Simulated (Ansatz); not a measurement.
## Electronic structure of KBr in real space

```xyz
4
Lattice="0.0000 0.0000 -7.7879 0.0000 3.8940 0.0000 3.8940 0.0000 0.0000" Properties=species:S:1:pos:R:3 pbc="T T T"
K     0.0000    0.0000    0.0000
K     0.0000    0.0000   -3.8940
Br    1.6072    1.9470   -5.8410
Br    2.2868    1.9470   -1.9470
```

Space group Pmma; a structure from a database of computed crystals, not necessarily the ambient phase; changed on purpose from its base cell (mode 4 frozen in at -0.334 Å, equal normal strain along x, y and z +0.0167).

Theory: DFT LDA, scalar-relativistic, plane waves, PAW (Ansatz 0.2.0).

In a PAW calculation such maps are meaningful between the atoms, not at the nuclei.

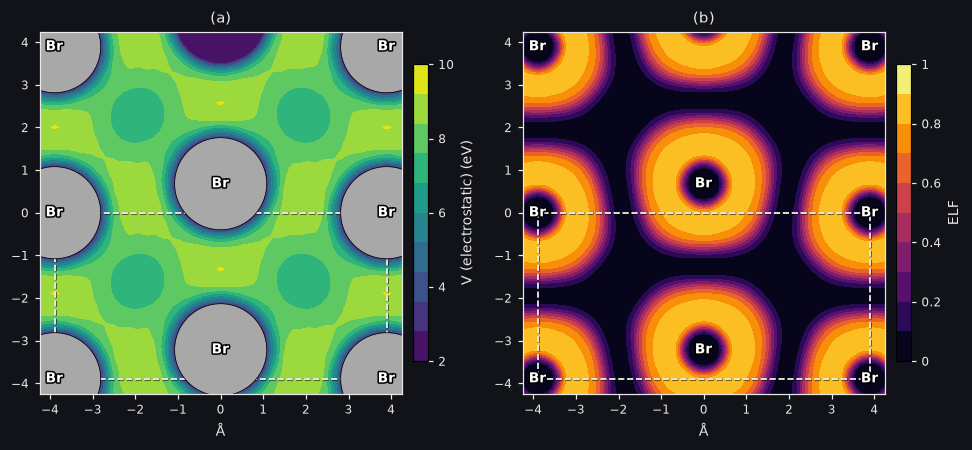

Figure 1. (a) electrostatic potential energy of an electron; (b) electron localisation function on the (010) plane of the conventional cell. Grey discs cover the atomic cores in the potential map.

Q: What do the fields say about this system?

A: The plane passes through Br nuclei.
Outside the cores the potential energy rises away from the atoms and is highest about 1.9 Å from the nearest atoms; its zero is arbitrary.

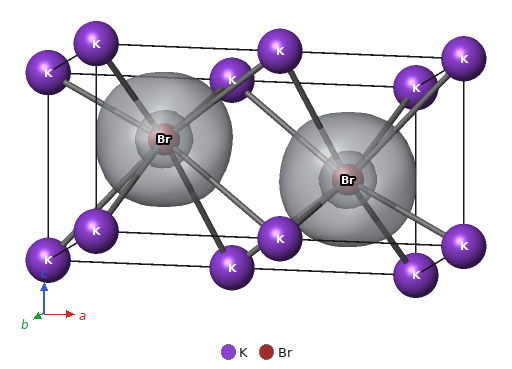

Figure 2. Isosurface of the ELF at 0.65 (grey), seen at an oblique angle. Core shells and regions of very low density are left out. Sticks mark near contacts.

Q: Where are the electrons localised?

A: At this value the surface marks out two regions wrapped around Br (the valence shell of each), counted in one cell of 4 atoms. Any copies at cell faces, edges or corners count once. Profiles from the grid: K–Br (3.19 Å): the ELF is about 0.15 at the midpoint; a largely ionic contact. K–Br (3.58 Å): the ELF is about 0.10 at the midpoint (an ionic contact with no shared pair).

Q: Does the calculation give a band gap?

A: It is gapped, with a Kohn–Sham gap of 3.9 eV on the k-point mesh (the band edges may lie off the mesh, which would make the gap smaller).
